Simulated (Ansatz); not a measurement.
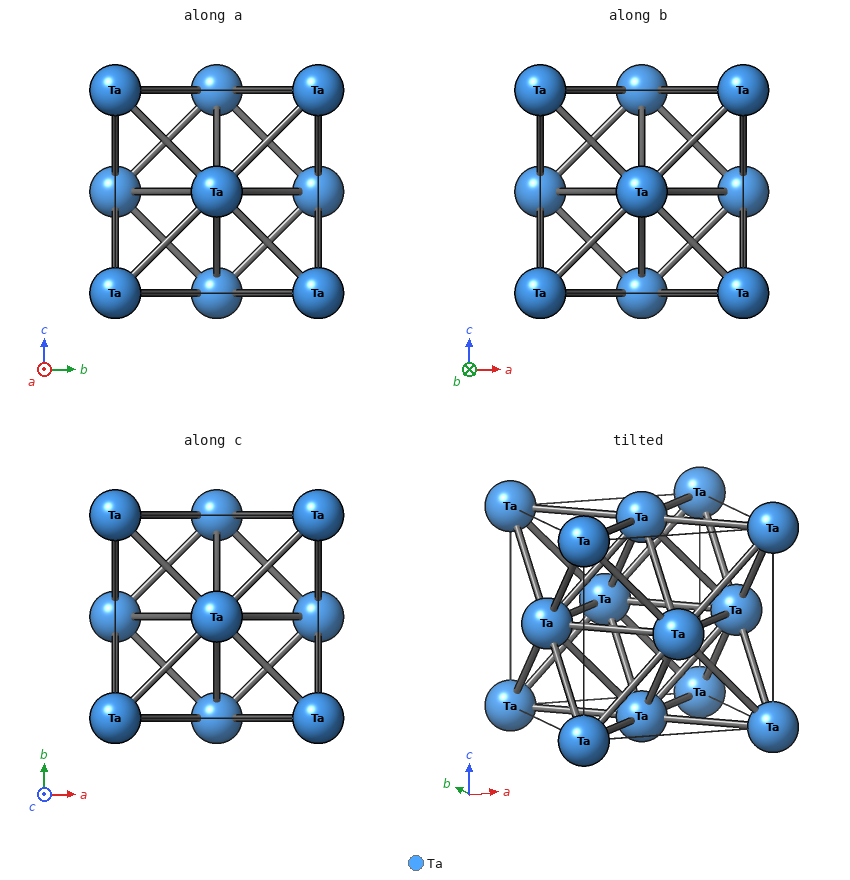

The crystal in a ball-and-stick representation, seen along the a axis, along the b axis, along the c axis and slightly off an axis. The lines enclose the conventional unit cell; boundary atoms appear with their images.

Lattice parameters: a = 4.3697 Å, b = 4.3697 Å, c = 4.3697 Å, α = 90.000°, β = 90.000°, γ = 90.000°.

Question: Write down what is shown as a CIF in P1 with every atom of the cell.

Answer:
```cif
data_structure
_symmetry_space_group_name_H-M 'P 1'
_symmetry_Int_Tables_number 1
_cell_length_a 4.3697
_cell_length_b 4.3697
_cell_length_c 4.3697
_cell_angle_alpha 90.000
_cell_angle_beta 90.000
_cell_angle_gamma 90.000
_cell_volume 83.43
loop_
_atom_site_label
_atom_site_type_symbol
_atom_site_fract_x
_atom_site_fract_y
_atom_site_fract_z
_atom_site_occupancy
Ta1 Ta 0.0000 0.0000 0.0000 1
Ta2 Ta 0.0000 0.5000 0.5000 1
Ta3 Ta 0.5000 0.0000 0.5000 1
Ta4 Ta 0.5000 0.5000 0.0000 1
```

The model was built from a structure type filled with this element by a generator (whether the element takes this form wasn't checked). Earlier steps of the study may have refined or changed the cell and positions. It went into a calculation with Ansatz.

At this level of theory the cell isn't at rest (stretched, at -18 GPa), so its distances can differ from those at equilibrium, the more so the softer the solid.
